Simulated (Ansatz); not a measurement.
Input

```
crystal:
  lattice:
    - [2.4043544254, 1.3881546747, 4.3744828318]
    - [-2.4043544254, 1.3881546747, 4.3744828318]
    - [0.0, -2.7763093495, 4.3744828317]
  atoms:
    - { symbol: Al, position: [0.8521479318, 0.8521479318, 0.8521479318] }
    - { symbol: Al, position: [0.6478520682, 0.6478520682, 0.6478520682] }
    - { symbol: Al, position: [0.1478520682, 0.1478520682, 0.1478520682] }
    - { symbol: Al, position: [0.3521479318, 0.3521479318, 0.3521479318] }
    - { symbol: O, position: [0.0561765927, 0.4438234073, 0.75] }
    - { symbol: O, position: [0.75, 0.0561765927, 0.4438234073] }
    - { symbol: O, position: [0.4438234073, 0.75, 0.0561765927] }
    - { symbol: O, position: [0.9438234073, 0.5561765927, 0.25] }
    - { symbol: O, position: [0.25, 0.9438234073, 0.5561765927] }
    - { symbol: O, position: [0.5561765927, 0.25, 0.9438234073] }
basis:
  ecutwfc: 420
kpoints:
  mp_grid: { grid: [6, 6, 6] }
hamiltonian:
  xc: pbe
scf:
  occupations: { method: gaussian, width: 0.05 }
output:
  forces: true
  stress: true
  eigenvalues: true
  write_density: true
  write_potential: true
  elf: true
  volumetric_format: npy
```

Run with:

```sh
ansatz run input.yaml --threads 2 --pin off --max-ram 5120MiB --backend cpu --events-out ev --progress --plain --runs-dir out
```

Below, planes, directions and counts refer to the conventional cell (a = 4.81 Å, b = 4.81 Å, c = 13.12 Å, α = 90.00°, β = 90.00°, γ = 120.00°).

Space group R-3c.

Level of theory: DFT PBE, scalar-relativistic, plane waves, PAW (Ansatz).

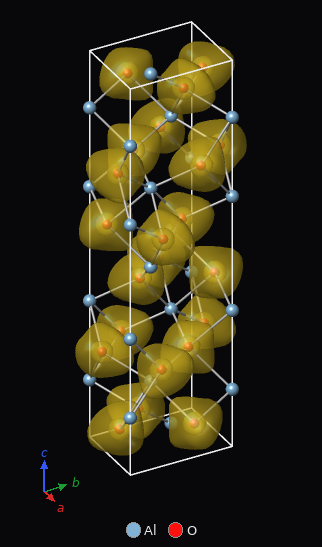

Al2O3. Isosurface of the electron localisation function at 0.7 (yellow), seen slightly off an axis. Only the valence region is drawn (cores and ρ < 0.01 e/Å³ removed). Sticks mark near contacts.

Question: Identify the bonds, lone pairs and shells in this picture.

Answer: The ELF exceeds this value in 18 regions on O in which the atom's valence shell and bonds are merged, counted in one cell of 30 atoms. Regions shared between cells count once.

Values along the shortest contacts:
Al–O (1.87 Å): the ELF peaks at about 0.85 in the valence shell of O, 0.7 Å from its nucleus, and is about 0.80 at the midpoint. Al–O (1.99 Å): the ELF peaks at about 0.85 in the valence shell of O, 0.7 Å from its nucleus, and is about 0.75 at the midpoint.

Question: Metal or insulator at this level of theory?

Answer: It is gapped, with a Kohn–Sham gap of 5.9 eV on the k-point mesh (the band edges may lie off the mesh, which would make the gap smaller).
